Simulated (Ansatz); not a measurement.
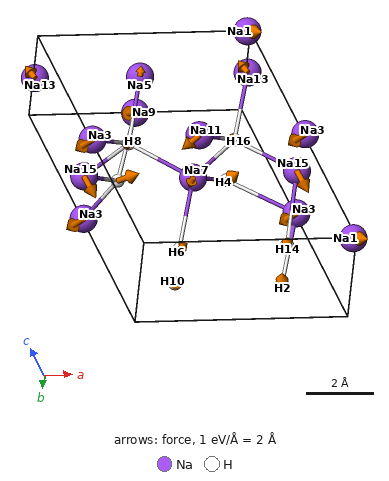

Starting geometry of a crystal of NaH (built on the zincblende type) with the computed forces as orange arrows. A ball-and-stick model of the cell of the calculation, reduced to other axes, seen from a free direction. Lengths and directions refer to the drawn axes.

Case: shaken.

These are results of DFT, PBEsol, plane waves, PAW (Ansatz), not measurements.

Input file:
```yaml
crystal:
  lattice:
    - [0.0608515323, 5.0584153579, 5.1958839335]
    - [5.2244857961, -0.0477072447, 5.3044427104]
    - [5.1980227681, 5.1405111069, -0.0212442167]
  atoms:
    - { symbol: Na, position: [0.0220752777, -0.0074821642, -0.0005147804] }
    - { symbol: H, position: [0.1363695815, 0.117990822, 0.1189661488] }
    - { symbol: Na, position: [-0.0108180663, 0.0041926841, 0.4973393383] }
    - { symbol: H, position: [0.1448572022, 0.1206549255, 0.6203474952] }
    - { symbol: Na, position: [0.0073141628, 0.499975109, -0.0180160946] }
    - { symbol: H, position: [0.13084832, 0.6359837159, 0.1028310748] }
    - { symbol: Na, position: [0.0018110084, 0.4992848512, 0.4936176986] }
    - { symbol: H, position: [0.1283951886, 0.6167315558, 0.6209079042] }
    - { symbol: Na, position: [0.4891986197, 0.0160241086, -0.0077241718] }
    - { symbol: H, position: [0.6204121902, 0.1318503455, 0.1292997195] }
    - { symbol: Na, position: [0.4959132562, -0.0132255212, 0.511756712] }
    - { symbol: H, position: [0.6463844014, 0.12646382, 0.6283846573] }
    - { symbol: Na, position: [0.5023181756, 0.495343864, -0.0105801338] }
    - { symbol: H, position: [0.6354793585, 0.616621279, 0.1170474031] }
    - { symbol: Na, position: [0.5076681262, 0.4946713154, 0.5152213873] }
    - { symbol: H, position: [0.6342155273, 0.6108188145, 0.6274016313] }
kpoints:
  mp_grid: { grid: [4, 4, 4] }
hamiltonian:
  xc: pbesol
scf:
  occupations: { method: fermi_dirac, width: 0.05 }
relax:
  f_tol: 0.01
  cell: {}
  max_steps: 120
output:
  write_density: true
  write_potential: true
  elf: true
  volumetric_format: npy
```

Question: What follows when this structure is relaxed?

Answer: It isn't relaxed: the largest force vector, on Na9, is 0.46 eV/Å. The atoms end up moving mostly along the starting forces (cosine between the two patterns 0.87). The energy falls by 14.3 meV per atom in 4 accepted moves (5 points after the start). Largest force component: 0.42 eV/Å at the start, 0.00087 eV/Å at the end. Pressure: 0.14 GPa at the start and −0.01 GPa at the end. The SCF was repeated once at an unchanged geometry on a basis and grid sized afresh for the cell, which shifted the energy by less than 0.05 meV per atom at most. H12 moves most relative to the cell: 0.16 Å roughly along [2 0 −1]. Largest moves by element: H 0.16 Å, Na 0.13 Å. Cell: a 7.252 → 7.321 Å (+1.0 %), b 7.263 → 7.318 Å (+0.8 %), c 7.311 → 7.319 Å (+0.1 %), α 90.6° → 90.1°, β 119.6° → 119.9°, γ 118.3° → 119.9°. Volume −0.6 %. Some distances before and after: Na3–H12 2.028 → 2.242 Å, Na11–H12 2.440 → 2.242 Å, Na9–H14 2.420 → 2.242 Å, H4–Na11 2.071 → 2.242 Å. Bond angles that change, for instance: Na3–H12–Na9 118.7° → 109.6°, H2–Na9–H12 117.5° → 109.6°, Na9–H12–Na11 101.5° → 109.4°. The space group (tolerance 0.01 Å) goes from P1 (No. 1) to I-4m2 (No. 119). Cost: 60 s on 1 × NVIDIA H100 80GB HBM3 with 2 threads of AMD EPYC 7R13 Processor (Zen 3) (shared host), peak memory 1.3 GiB.
